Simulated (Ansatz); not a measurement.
# TaN: what the fields show

The calculation's input:

```
crystal:
  lattice:
    - [0.0, 2.312109318, 2.312109318]
    - [2.2086347786, 0.1034745394, 2.2086347786]
    - [2.2086347786, 2.2086347786, 0.1034745394]
  atoms:
    - { symbol: Ta, position: [0.5, 0.5, 0.5] }
    - { symbol: "N", position: [0.0, 0.0, 0.0] }
basis:
  ecutwfc: 420
kpoints:
  mp_grid: { grid: [24, 24, 24] }
hamiltonian:
  xc: pbe
scf:
  occupations: { method: gaussian, width: 0.15 }
output:
  forces: true
  stress: true
  eigenvalues: true
  write_density: true
  write_potential: true
  elf: true
  volumetric_format: npy
```

Command:

```sh
ansatz run input.yaml --threads 1 --pin off --max-ram 2560MiB --backend cpu --events-out ev --progress --plain --runs-dir out
```

Below, planes, directions and counts refer to the conventional cell (a = 2.98 Å, b = 3.27 Å, c = 4.42 Å, α = 90.00°, β = 90.00°, γ = 90.00°).

Space group Immm; changed on purpose from its base cell (strain +0.0937 x Voigt [0, 0, 0, 1, 0, 0], atoms carried along).

Theory: DFT PBE, scalar-relativistic, plane waves, PAW in Ansatz 0.2.0.

The density is the valence pseudo-density of a PAW calculation; it isn't the true density close to the nuclei.

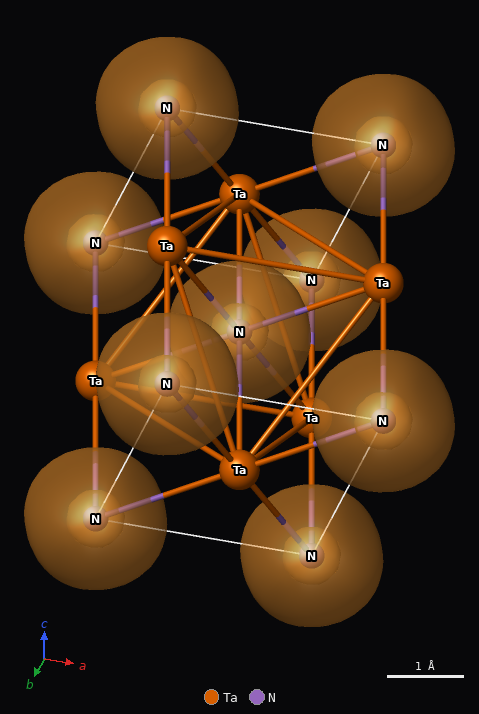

Figure 1. Isosurface of the electron localisation function at 0.6 (orange), seen at an oblique angle. Only the valence region is drawn (cores and ρ < 0.01 e/Å³ removed). Sticks mark near contacts.

What do the ELF domains correspond to?

The ELF exceeds this value in two regions wrapped around N (the valence shell of each), counted in one cell of 4 atoms. Any copies at cell faces, edges or corners count once. Profiles from the grid: Ta–N (2.21 Å): the ELF peaks at about 0.80 in the valence shell of N, 0.7 Å from its nucleus, and is about 0.15 at the midpoint: no shared electron pair shows on this line. Ta–Ta (2.98 Å): the ELF is about 0.30 at the midpoint; no shared electron pair shows on this line.

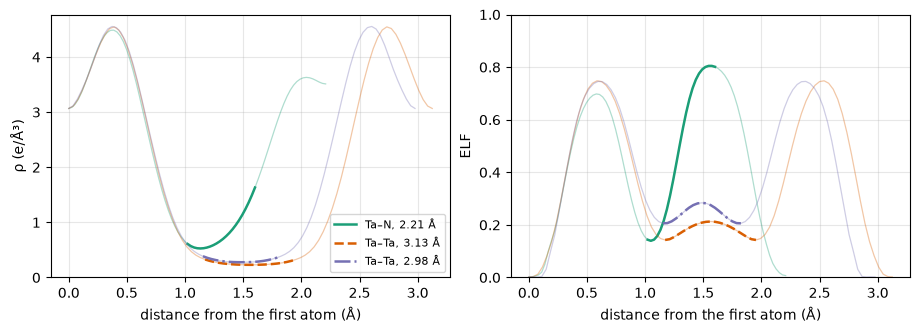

Figure 2. Valence charge density (pseudo) and ELF along straight lines between neighbouring atoms. Thin, pale parts lie inside the atomic spheres.

What can be read from the curves?

Ta–N (2.21 Å): ρ at the midpoint is about 0.53 e/Å³; the ELF peaks at about 0.80 in the valence shell of N, 0.7 Å from its nucleus, and is about 0.15 at the midpoint (no localised pair shows between them).
Ta–Ta (3.13 Å): ρ is about 0.23 e/Å³ halfway; the ELF is about 0.20 at the midpoint; no localised pair shows between them.
Ta–Ta (2.98 Å): ρ at the midpoint is about 0.28 e/Å³; the ELF is about 0.30 at the midpoint (no shared electron pair shows on this line).

Does the calculation give a band gap?

It is gapless in this calculation (a metal or semimetal); semilocal functionals without U, or without the true magnetic order, often close the gap of such compounds.
